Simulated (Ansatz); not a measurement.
## Run report: Zr$_{2}$O, geometry relaxation (part 2 of 2)

Continued. System: Zr$_{2}$O (Pn-3m, 6 atoms in the cell). Method: DFT PBEsol, scalar-relativistic, plane waves, PAW, no spin polarisation (Ansatz 0.2.0); cutoff 420 eV, 4×4×4 k-mesh, Gaussian smearing of 0.1 eV. The structure was made by swapping elements on the sites of another compound; it need not be a known phase. It belongs to a series of runs on one base structure; here: Pb -> Zr on all its sites, cell and atoms relaxed.

Geometry of the input (Å; fractional positions):
```
5.9492  0.0000  0.0000
0.0000  5.9492  0.0000
0.0000  0.0000  5.9492
Zr 0.2500  0.2500  0.2500
Zr 0.7500  0.7500  0.2500
Zr 0.2500  0.7500  0.7500
Zr 0.7500  0.2500  0.7500
O  0.0000  0.0000  0.0000
O  0.5000  0.5000  0.5000
```

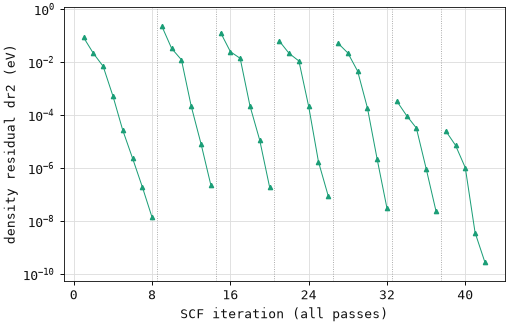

Fig. 1: Convergence of the self-consistent field: density residual dr2 against the SCF iteration. The dotted lines part the SCF passes of the relaxation: geometry steps, rejected trials and re-solves on a re-selected basis. The 7 passes take 5 to 8 iterations each, 42 in all.

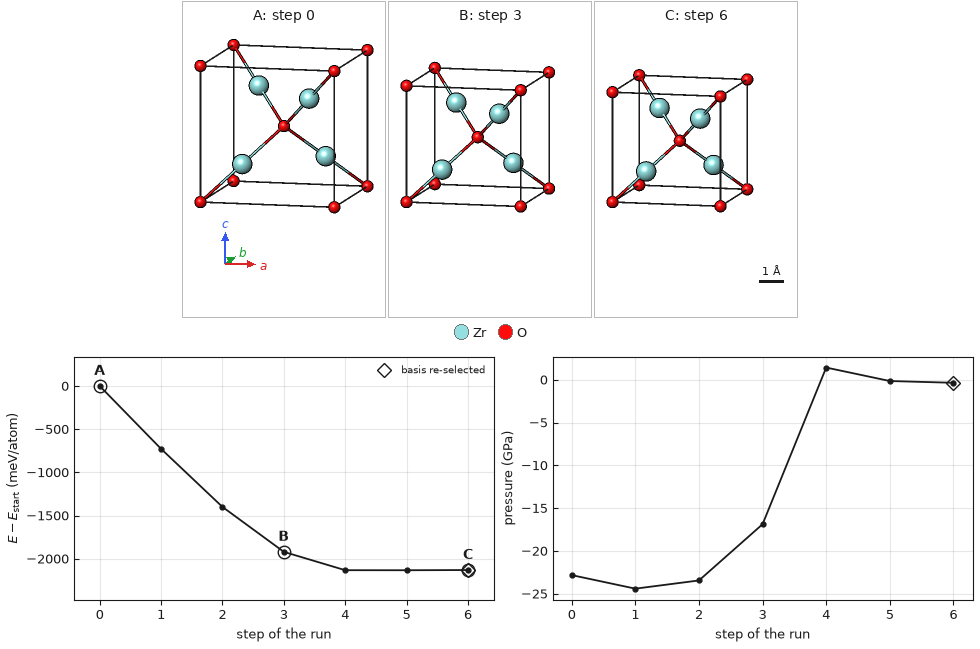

Fig. 2: Frames of the relaxation (ball-and-stick view of the cell of the calculation, seen slightly off an axis) above the curves, on which the letters mark them (the first geometry is step 0 here and step 1 in the log).

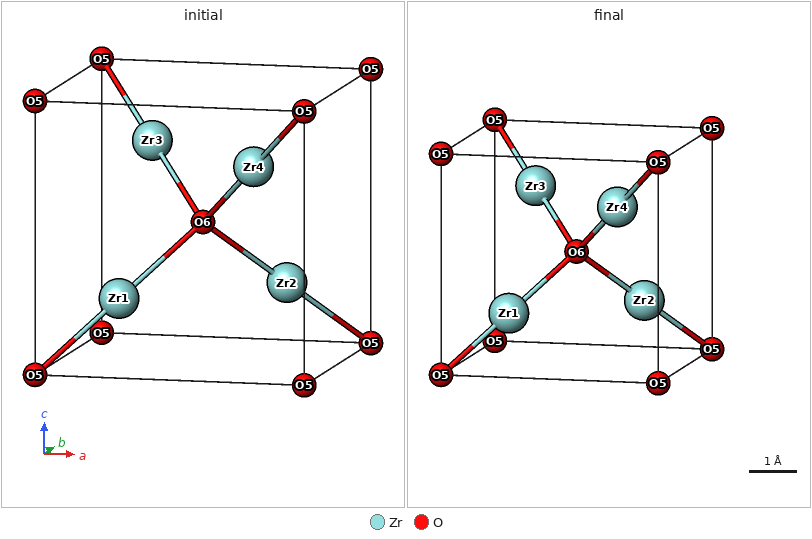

Fig. 3: Before (left) and after (right) the relaxation, at one scale (ball-and-stick view of the cell of the calculation, seen slightly off an axis). No atom moves by more than 0.005 Å relative to the cell. The drawn cell changes as follows: a = b = c 5.949 → 4.801 Å (−19.3 %); the volume changes by −47.5 %. Among the contacts that change: Zr1–O5 2.576 → 2.079 Å. The space group stays Pn-3m (No. 224). Over 5 geometry steps the energy falls by 2133 meV per atom. All forces vanish by symmetry, so only the cell relaxes. Pressure: −22.83 GPa at the start and −0.36 GPa at the end. A last SCF at the same geometry on a re-selected plane-wave basis shifts the energy by +2.3 meV per atom. (Atoms are counted from 1 in the order of the input.)

```
basis re-selected at this cell: Δ(F+E_penalty+E_count) = +1.399e-2 eV, ΔP = -0.208 GPa vs the last step (what re-selecting the basis moved, of the pressure what is left beyond the Pulay correction that the steps carried, after the strain that the cell walked since its last selection, with what the two solves' SCF thresholds leave and, on support functions, any second-order correction that the steps lacked; it is no measure of the basis error at this ecutwfc). The dense FFT grid was sized anew with the basis: this SCF ran on 36×36×36 points, the steps before it on 40×40×40, so part of this shift can come from that change (see relax.cell in the input reference). This SCF's stress stands 3.58e-1 GPa from its target on what of the cell is left free (relax.cell.stress_tol is 5.00e-1 GPa) and its largest allowed force component is 2.00e-17 eV/Å (relax.f_tol is 5.00e-2 eV/Å): within both
SCF converged after 5 iterations
Free energy (F): -17641.008688 eV
Harris-Foulkes:  -17641.008688 eV  (|F-HF|=1.16e-10)
Internal energy: -17640.961306 eV  (E = F + TS)
E sigma→0 (E₀):  -17640.984997 eV
Entropy (-TS):   -0.047383 eV (-7.897 meV/atom)
Fermi energy:    12.921955 eV
--- Per-component energies (eV) ---
  E_band       = -439.399524
  E_kinetic    = 1686.065330
  E_local      = -3511.466975  (includes V_loc(G=0)·N_el)
  E_nonlocal   = 420.948668
  E_hartree    = 1155.380325
  E_xc         = -787.486551
  E_vxc        = -948.352896  (∫ρ·V_xc dr)
  E_paw        = -11905.006337  (= ΣΔE_a)
  E_vpaw       = -397.358874  (= ΣTr[D̂ρ^β])
  E_aug_tail   = 0.005089  (compensation charges beyond the density's cutoff)
  E_ewald      = -4700.134312
  E_core_change = 0.733458  (= ΣΔE_core)
  E_smearing   = -0.047383  (= −TS)
  E_closure    = 0.000000  (closes the sum)
  Σ components = -17641.008688   (vs F -17641.008688, Δ=0.00e0)
--- Forces (eV/Å), atoms counted from 1 ---
  atom   1  Zr    -0.00000000     0.00000000     0.00000000
  atom   2  Zr    -0.00000000     0.00000000     0.00000000
  atom   3  Zr     0.00000000    -0.00000000     0.00000000
  atom   4  Zr     0.00000000     0.00000000     0.00000000
  atom   5  O      0.00000000    -0.00000000    -0.00000000
  atom   6  O     -0.00000000     0.00000000     0.00000000
  max |Σ_I F_I| component: 4.63e-18 eV/Å
--- Stress (GPa, compression-positive) ---
       -0.358486       0.000000      -0.000000
        0.000000      -0.358486      -0.000000
       -0.000000      -0.000000      -0.358486
  P = ⅓ Tr σ = -0.3585 GPa (-3.585 kbar)
--- Band table (eV; the first three rows and the last of 10) ---
  k-point 0: bands = ["-36.1270", "-36.0171", "-36.0171", "-36.0171", "-15.5554", "-14.3664", "-14.3664", "-14.3664", "-14.3163", "-14.3163", "-13.9896", "-13.9896", "-13.9896", "-13.8347", "-13.8347", "-13.8347", "-7.8660", "-5.4808", "5.2357", "5.2357", "5.2357", "7.9764", "7.9764", "7.9764", "8.3271", "10.9471", "10.9471", "11.2342", "11.2342", "11.2342", "14.8340", "14.8340", "15.3349", "15.3349", "15.5563", "15.5563"]
  k-point 1: bands = ["-36.1110", "-36.0333", "-36.0170", "-36.0170", "-15.4070", "-14.5691", "-14.3573", "-14.3573", "-14.2696", "-14.2551", "-14.0387", "-13.9777", "-13.9777", "-13.9223", "-13.8612", "-13.8612", "-7.4964", "-5.8252", "5.5016", "5.5016", "5.5975", "7.4092", "7.5392", "7.5392", "8.9693", "11.1890", "11.2952", "11.4758", "11.8487", "11.8487", "13.7411", "13.8369", "14.6898", "14.8683", "15.5266", "15.6766"]
  k-point 2: bands = ["-36.0722", "-36.0722", "-36.0169", "-36.0169", "-15.0163", "-15.0163", "-14.3482", "-14.3482", "-14.1554", "-14.1554", "-14.0990", "-14.0990", "-13.9521", "-13.9521", "-13.9016", "-13.9016", "-6.6494", "-6.6494", "5.9109", "5.9109", "6.4682", "6.4682", "6.9963", "6.9963", "10.2628", "10.2628", "12.2871", "12.2871", "12.6493", "12.6493", "12.7671", "12.7671", "14.1107", "14.1107", "14.7046", "14.7046"]
  k-point 9: bands = ["-36.0591", "-36.0393", "-36.0393", "-36.0393", "-15.5910", "-14.5051", "-14.5051", "-14.5051", "-14.1255", "-14.1255", "-14.1255", "-13.8709", "-13.8709", "-13.8638", "-13.8638", "-13.8638", "-7.8408", "-5.4849", "5.4720", "5.4720", "5.4720", "7.6930", "7.6930", "7.6930", "10.4675", "10.4675", "10.4675", "13.0906", "13.0906", "13.5340", "13.5340", "13.5340", "14.4274", "14.4274", "14.4274", "15.5816"]
--- Relaxed structure (6 steps of the walk, 6 accepted, 1 SCFs on fresh bases) ---
  F+E_penalty+E_count = -17641.00868838 eV   max|allowed force component| = 2.005e-17 eV/Å   (the final SCF, on the basis selected at the relaxed cell)
  cell:  # Å, volume = 110.6304 Å³
    - [4.800555905745758, -4.81482486096809e-33, -2.1185229388259594e-33]
    - [-2.7604995869550375e-33, 4.800555905745757, 0.0]
    - [-6.419766481290786e-35, -1.5407439555097887e-33, 4.800555905745758]
  atoms:
    - { symbol: Zr, position: [0.25, 0.25, 0.25] }
    - { symbol: Zr, position: [0.7499999999999999, 0.7499999999999999, 0.25] }
    - { symbol: Zr, position: [0.25, 0.7499999999999999, 0.7499999999999999] }
    - { symbol: Zr, position: [0.7499999999999999, 0.25, 0.7499999999999999] }
    - { symbol: O, position: [-3.070502392808884e-34, 4.128298836135568e-36, -9.018853232740328e-36] }
    - { symbol: O, position: [0.5, 0.5, 0.5] }
```

**Trajectory as extended XYZ (Å, eV, eV/Å), 7 frames, from step=1 to step=7**
```
6
Lattice="5.9492 0.0000 0.0000 0.0000 5.9492 0.0000 0.0000 0.0000 5.9492" Properties=species:S:1:pos:R:3:forces:R:3 step=1 energy=-17628.22324 pressure_GPa=-22.83
Zr    1.4873    1.4873    1.4873    0.0000   0.0000   0.0000
Zr    4.4619    4.4619    1.4873    0.0000   0.0000   0.0000
Zr    1.4873    4.4619    4.4619    0.0000   0.0000   0.0000
Zr    4.4619    1.4873    4.4619    0.0000   0.0000   0.0000
O     0.0000    0.0000    0.0000    0.0000   0.0000   0.0000
O     2.9746    2.9746    2.9746    0.0000   0.0000   0.0000
6
Lattice="5.6592 0.0000 0.0000 0.0000 5.6592 0.0000 0.0000 0.0000 5.6592" Properties=species:S:1:pos:R:3:forces:R:3 step=2 energy=-17632.59156 pressure_GPa=-24.41
Zr    1.4148    1.4148    1.4148    0.0000   0.0000   0.0000
Zr    4.2444    4.2444    1.4148    0.0000   0.0000   0.0000
Zr    1.4148    4.2444    4.2444    0.0000   0.0000   0.0000
Zr    4.2444    1.4148    4.2444    0.0000   0.0000   0.0000
O     0.0000    0.0000    0.0000    0.0000   0.0000   0.0000
O     2.8296    2.8296    2.8296    0.0000   0.0000   0.0000
6
Lattice="5.3691 0.0000 0.0000 0.0000 5.3691 0.0000 0.0000 0.0000 5.3691" Properties=species:S:1:pos:R:3:forces:R:3 step=3 energy=-17636.62347 pressure_GPa=-23.45
Zr    1.3423    1.3423    1.3423    0.0000   0.0000   0.0000
Zr    4.0269    4.0269    1.3423    0.0000   0.0000   0.0000
Zr    1.3423    4.0269    4.0269    0.0000   0.0000   0.0000
Zr    4.0269    1.3423    4.0269    0.0000   0.0000   0.0000
O     0.0000    0.0000    0.0000    0.0000   0.0000   0.0000
O     2.6846    2.6846    2.6846    0.0000   0.0000   0.0000
6
Lattice="5.0791 0.0000 0.0000 0.0000 5.0791 0.0000 0.0000 0.0000 5.0791" Properties=species:S:1:pos:R:3:forces:R:3 step=4 energy=-17639.74571 pressure_GPa=-16.88
Zr    1.2698    1.2698    1.2698    0.0000   0.0000   0.0000
Zr    3.8093    3.8093    1.2698    0.0000   0.0000   0.0000
Zr    1.2698    3.8093    3.8093    0.0000   0.0000   0.0000
Zr    3.8093    1.2698    3.8093    0.0000   0.0000   0.0000
O     0.0000    0.0000    0.0000    0.0000   0.0000   0.0000
O     2.5396    2.5396    2.5396    0.0000   0.0000   0.0000
6
Lattice="4.7830 0.0000 0.0000 0.0000 4.7830 0.0000 0.0000 0.0000 4.7830" Properties=species:S:1:pos:R:3:forces:R:3 step=5 energy=-17641.01965 pressure_GPa=1.42
Zr    1.1958    1.1958    1.1958    0.0000   0.0000   0.0000
Zr    3.5873    3.5873    1.1958    0.0000   0.0000   0.0000
Zr    1.1958    3.5873    3.5873    0.0000   0.0000   0.0000
Zr    3.5873    1.1958    3.5873    0.0000   0.0000   0.0000
O     0.0000    0.0000    0.0000    0.0000   0.0000   0.0000
O     2.3915    2.3915    2.3915    0.0000   0.0000   0.0000
6
Lattice="4.8006 0.0000 0.0000 0.0000 4.8006 0.0000 0.0000 0.0000 4.8006" Properties=species:S:1:pos:R:3:forces:R:3 step=6 energy=-17641.02268 pressure_GPa=-0.15
Zr    1.2001    1.2001    1.2001    0.0000   0.0000   0.0000
Zr    3.6004    3.6004    1.2001    0.0000   0.0000   0.0000
Zr    1.2001    3.6004    3.6004    0.0000   0.0000   0.0000
Zr    3.6004    1.2001    3.6004    0.0000   0.0000   0.0000
O     0.0000    0.0000    0.0000    0.0000   0.0000   0.0000
O     2.4003    2.4003    2.4003    0.0000   0.0000   0.0000
6
Lattice="4.8006 0.0000 0.0000 0.0000 4.8006 0.0000 0.0000 0.0000 4.8006" Properties=species:S:1:pos:R:3:forces:R:3 step=7 energy=-17641.00869 pressure_GPa=-0.36
Zr    1.2001    1.2001    1.2001    0.0000   0.0000   0.0000
Zr    3.6004    3.6004    1.2001    0.0000   0.0000   0.0000
Zr    1.2001    3.6004    3.6004    0.0000   0.0000   0.0000
Zr    3.6004    1.2001    3.6004    0.0000   0.0000   0.0000
O     0.0000    0.0000    0.0000    0.0000   0.0000   0.0000
O     2.4003    2.4003    2.4003    0.0000   0.0000   0.0000
```

**Summary**

- outcome: converged
- space group (tolerance 0.01 Å): Pn-3m (224)
- electrons treated: 60
- free energy: −17641.0087 eV
- Fermi energy: 12.922 eV
- gap on the k-point mesh: none (metallic)
- pressure: −0.36 GPa
- final volume: 110.63 Å³
- largest force (length of the vector) at the end: under 0.001 eV/Å
- final cell: a = 4.801 Å, b = 4.801 Å, c = 4.801 Å, α = 90.00°, β = 90.00°, γ = 90.00°
- wall time: 34 s
- peak memory: 0.42 GiB
